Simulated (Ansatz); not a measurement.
**Geometry relaxation, with input and output: AlN (part 2 of 2)**

The same run, continued: AlN (P6₃mc, 12 atoms in the cell); DFT PBE, scalar-relativistic, plane waves, PAW, no spin polarisation (Ansatz 0.2.0); cutoff 420 eV, 9×9×2 k-mesh, Gaussian smearing of 0.02 eV. The structure was built on a prototype by a generator; it need not be a known phase. It belongs to a series of runs on one base structure; here: stacking ABCACB.

Geometry of the input (Å; fractional positions):
```
3.1302  0.0000  0.0000
-1.5651  2.7108  0.0000
0.0000  0.0000  15.0545
Al 0.0000  0.0000  0.0000
N  0.0000  0.0000  0.1250
Al 0.3333  0.6667  0.1667
N  0.3333  0.6667  0.2917
Al 0.6667  0.3333  0.3333
N  0.6667  0.3333  0.4583
Al 0.0000  0.0000  0.5000
N  0.0000  0.0000  0.6250
Al 0.6667  0.3333  0.6667
N  0.6667  0.3333  0.7917
Al 0.3333  0.6667  0.8333
N  0.3333  0.6667  0.9583
```

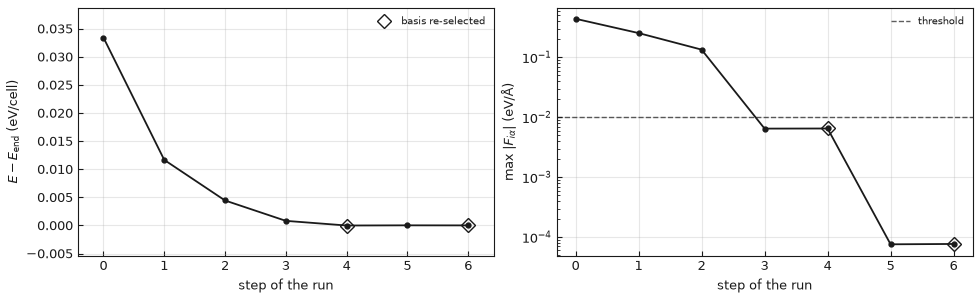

*Progress of the relaxation, step by step (the first geometry is step 0 here and step 1 in the log).*

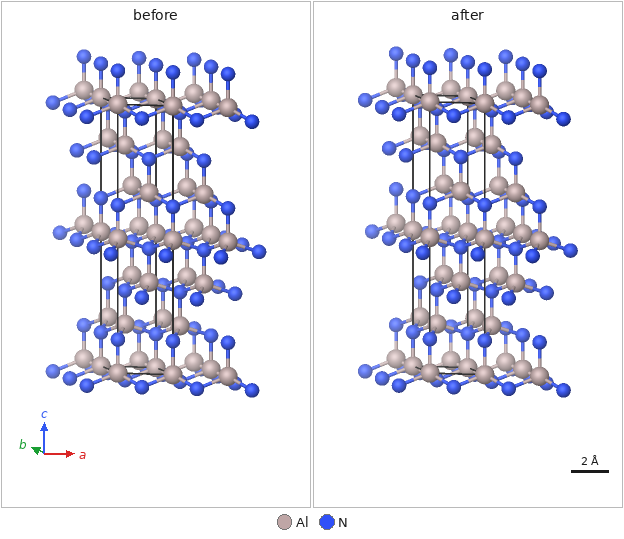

*Before (left) and after (right) the relaxation, at one scale (ball-and-stick view of the cell of the calculation, repeated 2 × 2 × 1, with bonded neighbours outside it, seen slightly off an axis).*

Over 4 geometry steps the energy falls by 33.4 meV per cell of the calculation. The largest force component goes from 0.44 to under 0.0001 eV/Å. Pressure: 0.44 GPa at the start and 0.00 GPa at the end. 1 further SCF at an unchanged geometry re-selected the plane-wave basis for the new cell. The largest moves relative to the cell, 0.012 Å, are those of Al3 and Al9. By element the largest moves are Al 0.012 Å, N 0.008 Å. Cell: a = b 3.130 → 3.118 Å (−0.4 %), c 15.054 → 15.198 Å (+1.0 %). Volume +0.2 %. Among the contacts that change: Al11–N12 1.882 → 1.912 Å, Al1–N2 1.882 → 1.902 Å, N2–Al3 1.913 → 1.903 Å, Al1–N12 1.913 → 1.906 Å. The space group stays P6_3mc (No. 186). The energy change given includes the shifts at the re-selections in mid-walk, which come without any move. A last SCF at the same geometry on a re-selected plane-wave basis shifts the energy by next to nothing (0.0 meV per cell of the calculation). (Atoms are counted from 1 in the order of the input.)

```
basis re-selected at this cell: Δ(F+E_penalty+E_count) = -1.021e-5 eV, ΔP = +0.000 GPa vs the last step (what re-selecting the basis moved, of the pressure what is left beyond the Pulay correction that the steps carried, after the strain that the cell walked since its last selection, with what the two solves' SCF thresholds leave and, on support functions, any second-order correction that the steps lacked; it is no measure of the basis error at this ecutwfc). This SCF's stress stands 3.89e-3 GPa from its target on what of the cell is left free (relax.cell.stress_tol is 5.00e-2 GPa) and its largest allowed force component is 7.65e-5 eV/Å (relax.f_tol is 1.00e-2 eV/Å): within both
SCF converged after 6 iterations
Free energy (F): -5545.346459 eV
Harris-Foulkes:  -5545.346459 eV  (|F-HF|=4.55e-12)
Internal energy: -5545.346459 eV  (E = F + TS)
E sigma→0 (E₀):  -5545.346459 eV
Fermi energy:    8.744460 eV
--- Per-component energies (eV) ---
  E_band       = 82.690477
  E_kinetic    = 951.040623
  E_local      = -1351.586197  (includes V_loc(G=0)·N_el)
  E_nonlocal   = 331.730569
  E_hartree    = 467.975570
  E_xc         = -609.401254
  E_vxc        = -645.667150  (∫ρ·V_xc dr)
  E_paw        = -3570.202736  (= ΣΔE_a)
  E_vpaw       = -138.779143  (= ΣTr[D̂ρ^β])
  E_aug_tail   = 0.000585  (compensation charges beyond the density's cutoff)
  E_ewald      = -1764.903619
  E_smearing   = -0.000000  (= −TS)
  E_closure    = 0.000000  (closes the sum)
  Σ components = -5545.346459   (vs F -5545.346459, Δ=0.00e0)
--- Forces (eV/Å), atoms counted from 1 ---
  atom   1  Al     0.00000000     0.00000000    -0.00003358
  atom   2  N      0.00000000     0.00000000     0.00006195
  atom   3  Al     0.00000000    -0.00000000     0.00006036
  atom   4  N     -0.00000000     0.00000000     0.00001564
  atom   5  Al    -0.00000000    -0.00000000    -0.00001349
  atom   6  N     -0.00000000     0.00000000    -0.00007365
  atom   7  Al     0.00000000    -0.00000000    -0.00003358
  atom   8  N     -0.00000000    -0.00000000     0.00006195
  atom   9  Al    -0.00000000     0.00000000     0.00006036
  atom  10  N     -0.00000000    -0.00000000     0.00001564
  atom  11  Al     0.00000000     0.00000000    -0.00001349
  atom  12  N      0.00000000    -0.00000000    -0.00007365
  max |Σ_I F_I| component: 3.44e-5 eV/Å
--- Stress (GPa, compression-positive) ---
       -0.000592      -0.000000       0.000000
       -0.000000      -0.000592      -0.000000
        0.000000      -0.000000       0.003893
  P = ⅓ Tr σ = 0.0009 GPa (0.009 kbar)
--- Band table (eV; the first three rows and the last of 24) ---
  k-point 0: bands = ["-8.1123", "-7.7536", "-7.6879", "-6.7715", "-6.7375", "-6.1080", "0.9958", "2.2391", "2.3093", "4.8999", "4.9647", "6.1963", "6.1963", "6.2805", "6.2805", "6.3659", "6.3659", "6.5764", "6.5764", "6.6006", "6.6006", "6.7283", "6.7283", "6.7842", "10.7755", "12.1470", "12.2883", "13.4285", "13.6863", "13.7455", "16.6445", "16.6949", "17.1350", "17.7703", "17.7703", "17.9464"]
  k-point 1: bands = ["-8.0125", "-8.0125", "-7.2754", "-7.2754", "-6.2981", "-6.2981", "1.3463", "1.3463", "3.5419", "3.5419", "6.1904", "6.1904", "6.2255", "6.2255", "6.2255", "6.2255", "6.4580", "6.4580", "6.4580", "6.4580", "6.6903", "6.6903", "6.6903", "6.6903", "11.2694", "11.2694", "13.0475", "13.0475", "13.7348", "13.7348", "16.6842", "16.6842", "17.3832", "17.3832", "17.8789", "17.8789"]
  k-point 2: bands = ["-7.9574", "-7.6078", "-7.5417", "-6.6547", "-6.6200", "-6.0188", "1.1830", "2.3299", "2.4015", "4.6610", "4.7288", "5.5269", "5.7273", "5.8109", "5.9469", "5.9892", "6.1209", "6.1935", "6.2415", "6.3277", "6.4998", "6.5280", "6.7051", "6.7287", "11.4924", "12.5436", "12.6688", "13.7921", "14.0822", "14.3428", "15.6327", "15.7784", "16.6609", "17.3342", "17.8281", "18.0866"]
  k-point 23: bands = ["-5.7178", "-5.7178", "-5.6461", "-5.6461", "-5.6191", "-5.6191", "2.2400", "2.2400", "2.2923", "2.2923", "2.4425", "2.4425", "3.1578", "3.1578", "3.4932", "3.4932", "3.7606", "3.7606", "5.1335", "5.1335", "5.4475", "5.4475", "5.7083", "5.7083", "12.5370", "12.5370", "12.9355", "12.9355", "14.1682", "14.1682", "15.3571", "15.3571", "16.7101", "16.7101", "16.8840", "16.8840"]
--- Relaxed structure (5 steps of the walk, 5 accepted, 2 SCFs on fresh bases) ---
  F+E_penalty+E_count = -5545.34645865 eV   max|allowed force component| = 7.652e-5 eV/Å   (the final SCF, on the basis selected at the relaxed cell)
  cell:  # Å, volume = 127.9761 Å³
    - [3.1181842139535516, 2.8756812763283425e-11, 5.985059749743054e-35]
    - [-1.5590921070016799, 2.7004267429490088, -4.720267803739712e-35]
    - [2.87848424954692e-34, -9.594947498489732e-35, 15.198293582984386]
  atoms:
    - { symbol: Al, position: [3.213802825124016e-34, -7.005920350565069e-34, 0.00013920637744116739] }
    - { symbol: N, position: [4.761633253445569e-34, -2.269523493884642e-34, 0.12528481337946362] }
    - { symbol: Al, position: [0.33333333333333326, 0.6666666666666665, 0.16589731855745687] }
    - { symbol: N, position: [0.33333333333333326, 0.6666666666666665, 0.2917550993292746] }
    - { symbol: Al, position: [0.6666666666666666, 0.33333333333333326, 0.33305158647207234] }
    - { symbol: N, position: [0.6666666666666666, 0.33333333333333326, 0.4588719758842917] }
    - { symbol: Al, position: [-1.6403935761593954e-34, 6.255990848237969e-34, 0.5001392063774412] }
    - { symbol: N, position: [-8.930800004845795e-34, 1.5195939916186966e-34, 0.6252848133794635] }
    - { symbol: Al, position: [0.6666666666666666, 0.33333333333333326, 0.6658973185574569] }
    - { symbol: N, position: [0.6666666666666666, 0.33333333333333326, 0.7917550993292746] }
    - { symbol: Al, position: [0.33333333333333326, 0.6666666666666665, 0.8330515864720724] }
    - { symbol: N, position: [0.33333333333333326, 0.6666666666666665, 0.958871975884292] }
--- Löwdin populations: 12 sites ---
  site symbol       q [e]
     0     Al      1.9229
     1      N      6.0201
     2     Al      1.9237
     3      N      6.0041
     4     Al      1.9359
     5      N      6.0100
     6     Al      1.9229
     7      N      6.0201
     8     Al      1.9237
     9      N      6.0041
    10     Al      1.9359
    11      N      6.0100
  spilling = 0.007633 (of n_electrons = 48.000000)
```

File populations.tsv:
```
# site	symbol	l	j	q
# orbitals = lowdin
# n_electrons = 48.000000
# spilling = 0.007633
0	Al	0_3S	-	0.570568
0	Al	1_3P	-	1.352366
1	N	0_2S	-	1.401662
1	N	1_2P	-	4.618463
2	Al	0_3S	-	0.567097
2	Al	1_3P	-	1.356636
3	N	0_2S	-	1.403384
3	N	1_2P	-	4.600746
4	Al	0_3S	-	0.573058
4	Al	1_3P	-	1.362839
5	N	0_2S	-	1.404148
5	N	1_2P	-	4.605849
6	Al	0_3S	-	0.570568
6	Al	1_3P	-	1.352366
7	N	0_2S	-	1.401662
7	N	1_2P	-	4.618463
8	Al	0_3S	-	0.567097
8	Al	1_3P	-	1.356636
9	N	0_2S	-	1.403384
9	N	1_2P	-	4.600746
10	Al	0_3S	-	0.573058
10	Al	1_3P	-	1.362839
11	N	0_2S	-	1.404148
11	N	1_2P	-	4.605849
```

Trajectory as extended XYZ (Å, eV, eV/Å), 7 frames, from step=1 to step=7:
```
12
Lattice="3.1302 0.0000 0.0000 -1.5651 2.7108 0.0000 0.0000 0.0000 15.0545" Properties=species:S:1:pos:R:3:forces:R:3 step=1 energy=-5545.31305 pressure_GPa=0.44
Al    0.0000    0.0000    0.0000    0.0000   0.0000  -0.1014
N     0.0000    0.0000    1.8818    0.0000   0.0000   0.2662
Al    0.0000    1.8072    2.5091    0.0000   0.0000  -0.4408
N     0.0000    1.8072    4.3909    0.0000   0.0000   0.2649
Al    1.5651    0.9036    5.0182    0.0000   0.0000  -0.2608
N     1.5651    0.9036    6.9000    0.0000   0.0000   0.2719
Al    0.0000    0.0000    7.5272    0.0000   0.0000  -0.1014
N     0.0000    0.0000    9.4091    0.0000   0.0000   0.2662
Al    1.5651    0.9036   10.0363    0.0000   0.0000  -0.4408
N     1.5651    0.9036   11.9181    0.0000   0.0000   0.2649
Al    0.0000    1.8072   12.5454    0.0000   0.0000  -0.2608
N     0.0000    1.8072   14.4272    0.0000   0.0000   0.2719
12
Lattice="3.1190 0.0000 0.0000 -1.5595 2.7012 0.0000 0.0000 0.0000 15.1763" Properties=species:S:1:pos:R:3:forces:R:3 step=2 energy=-5545.33481 pressure_GPa=0.21
Al    0.0000    0.0000    0.0076    0.0000   0.0000  -0.1742
N     0.0000    0.0000    1.8954    0.0000   0.0000   0.1892
Al    0.0000    1.8008    2.5273    0.0000   0.0000  -0.2546
N     0.0000    1.8008    4.4204    0.0000   0.0000   0.2426
Al    1.5595    0.9004    5.0619    0.0000   0.0000  -0.2377
N     1.5595    0.9004    6.9549    0.0000   0.0000   0.2347
Al    0.0000    0.0000    7.5957    0.0000   0.0000  -0.1742
N     0.0000    0.0000    9.4836    0.0000   0.0000   0.1892
Al    1.5595    0.9004   10.1155    0.0000   0.0000  -0.2546
N     1.5595    0.9004   12.0086    0.0000   0.0000   0.2426
Al    0.0000    1.8008   12.6501    0.0000   0.0000  -0.2377
N     0.0000    1.8008   14.5431    0.0000   0.0000   0.2347
12
Lattice="3.1174 0.0000 0.0000 -1.5587 2.6998 0.0000 0.0000 0.0000 15.2034" Properties=species:S:1:pos:R:3:forces:R:3 step=3 energy=-5545.34203 pressure_GPa=0.03
Al    0.0000    0.0000    0.0066    0.0000   0.0000  -0.1212
N     0.0000    0.0000    1.9006    0.0000   0.0000   0.1119
Al    0.0000    1.7999    2.5276    0.0000   0.0000  -0.1248
N     0.0000    1.7999    4.4306    0.0000   0.0000   0.1347
Al    1.5587    0.8999    5.0684    0.0000   0.0000  -0.1335
N     1.5587    0.8999    6.9709    0.0000   0.0000   0.1328
Al    0.0000    0.0000    7.6083    0.0000   0.0000  -0.1212
N     0.0000    0.0000    9.5023    0.0000   0.0000   0.1119
Al    1.5587    0.8999   10.1293    0.0000   0.0000  -0.1248
N     1.5587    0.8999   12.0323    0.0000   0.0000   0.1347
Al    0.0000    1.7999   12.6701    0.0000   0.0000  -0.1335
N     0.0000    1.7999   14.5726    0.0000   0.0000   0.1328
12
Lattice="3.1185 0.0000 0.0000 -1.5592 2.7007 0.0000 0.0000 0.0000 15.1935" Properties=species:S:1:pos:R:3:forces:R:3 step=4 energy=-5545.34565 pressure_GPa=0.01
Al    0.0000    0.0000    0.0020    0.0000   0.0000   0.0003
N     0.0000    0.0000    1.9034    0.0000   0.0000   0.0065
Al    0.0000    1.8005    2.5205    0.0000   0.0000  -0.0043
N     0.0000    1.8005    4.4329    0.0000   0.0000   0.0003
Al    1.5592    0.9002    5.0601    0.0000   0.0000   0.0011
N     1.5592    0.9002    6.9722    0.0000   0.0000  -0.0039
Al    0.0000    0.0000    7.5987    0.0000   0.0000   0.0003
N     0.0000    0.0000    9.5002    0.0000   0.0000   0.0065
Al    1.5592    0.9002   10.1172    0.0000   0.0000  -0.0043
N     1.5592    0.9002   12.0297    0.0000   0.0000   0.0003
Al    0.0000    1.8005   12.6569    0.0000   0.0000   0.0011
N     0.0000    1.8005   14.5689    0.0000   0.0000  -0.0039
12
Lattice="3.1185 0.0000 0.0000 -1.5592 2.7007 0.0000 0.0000 0.0000 15.1935" Properties=species:S:1:pos:R:3:forces:R:3 step=5 energy=-5545.34648 pressure_GPa=0.02
Al    0.0000    0.0000    0.0020    0.0000   0.0000   0.0002
N     0.0000    0.0000    1.9034    0.0000   0.0000   0.0065
Al    0.0000    1.8005    2.5205    0.0000   0.0000  -0.0042
N     0.0000    1.8005    4.4329    0.0000   0.0000   0.0003
Al    1.5592    0.9002    5.0601    0.0000   0.0000   0.0012
N     1.5592    0.9002    6.9722    0.0000   0.0000  -0.0040
Al    0.0000    0.0000    7.5987    0.0000   0.0000   0.0002
N     0.0000    0.0000    9.5002    0.0000   0.0000   0.0065
Al    1.5592    0.9002   10.1172    0.0000   0.0000  -0.0042
N     1.5592    0.9002   12.0297    0.0000   0.0000   0.0003
Al    0.0000    1.8005   12.6569    0.0000   0.0000   0.0012
N     0.0000    1.8005   14.5689    0.0000   0.0000  -0.0040
12
Lattice="3.1182 0.0000 0.0000 -1.5591 2.7004 0.0000 0.0000 0.0000 15.1983" Properties=species:S:1:pos:R:3:forces:R:3 step=6 energy=-5545.34645 pressure_GPa=0.00
Al    0.0000    0.0000    0.0021    0.0000   0.0000   0.0000
N     0.0000    0.0000    1.9041    0.0000   0.0000   0.0001
Al    0.0000    1.8003    2.5214    0.0000   0.0000   0.0001
N     0.0000    1.8003    4.4342    0.0000   0.0000   0.0000
Al    1.5591    0.9001    5.0618    0.0000   0.0000   0.0000
N     1.5591    0.9001    6.9741    0.0000   0.0000  -0.0001
Al    0.0000    0.0000    7.6013    0.0000   0.0000   0.0000
N     0.0000    0.0000    9.5033    0.0000   0.0000   0.0001
Al    1.5591    0.9001   10.1205    0.0000   0.0000   0.0001
N     1.5591    0.9001   12.0333    0.0000   0.0000   0.0000
Al    0.0000    1.8003   12.6610    0.0000   0.0000   0.0000
N     0.0000    1.8003   14.5732    0.0000   0.0000  -0.0001
12
Lattice="3.1182 0.0000 0.0000 -1.5591 2.7004 0.0000 0.0000 0.0000 15.1983" Properties=species:S:1:pos:R:3:forces:R:3 step=7 energy=-5545.34646 pressure_GPa=0.00
Al    0.0000    0.0000    0.0021    0.0000   0.0000   0.0000
N     0.0000    0.0000    1.9041    0.0000   0.0000   0.0001
Al    0.0000    1.8003    2.5214    0.0000   0.0000   0.0001
N     0.0000    1.8003    4.4342    0.0000   0.0000   0.0000
Al    1.5591    0.9001    5.0618    0.0000   0.0000   0.0000
N     1.5591    0.9001    6.9741    0.0000   0.0000  -0.0001
Al    0.0000    0.0000    7.6013    0.0000   0.0000   0.0000
N     0.0000    0.0000    9.5033    0.0000   0.0000   0.0001
Al    1.5591    0.9001   10.1205    0.0000   0.0000   0.0001
N     1.5591    0.9001   12.0333    0.0000   0.0000   0.0000
Al    0.0000    1.8003   12.6610    0.0000   0.0000   0.0000
N     0.0000    1.8003   14.5732    0.0000   0.0000  -0.0001
```
